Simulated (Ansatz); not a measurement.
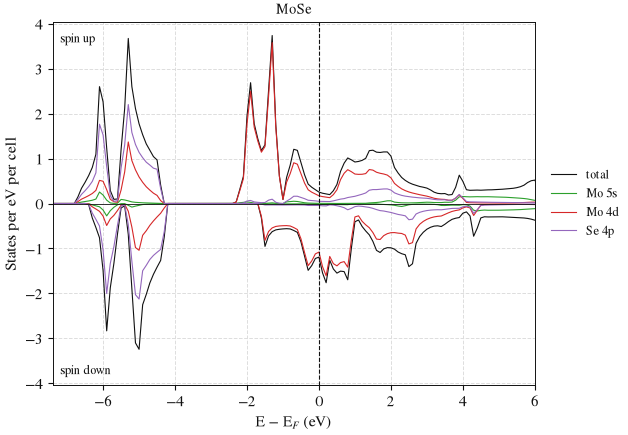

What does this figure show?

Density of states of MoSe, space group F-43m, 2 atoms in the cell, zincblende type. Level of theory: DFT r2SCAN, scalar-relativistic, plane waves, PAW, spin-polarised, 10×10×10 k mesh, Gaussian smearing of 0.05 eV; code Ansatz 0.2.0. Energies are counted from the Fermi level. The partial curves are projected on Löwdin-orthogonalised atomic shells. Spin-down states are drawn negative.

It is a metal. The density of states at the Fermi level is about 1.7 per eV and cell (mean within 0.25 eV), or 0.85 per atom. By projected weight, the states within 0.3 eV of the Fermi level are Mo 4d almost alone. At the Fermi level spin up gives about 0.27 and spin down about 1.4 states per eV, a polarisation (up − down)/(up + down) of about −0.7. The two spin channels differ: the cell has a net moment of 1.3 μB, with spin up in the majority.

The structure was built from a prototype or by substitution, so it need not be a known phase.
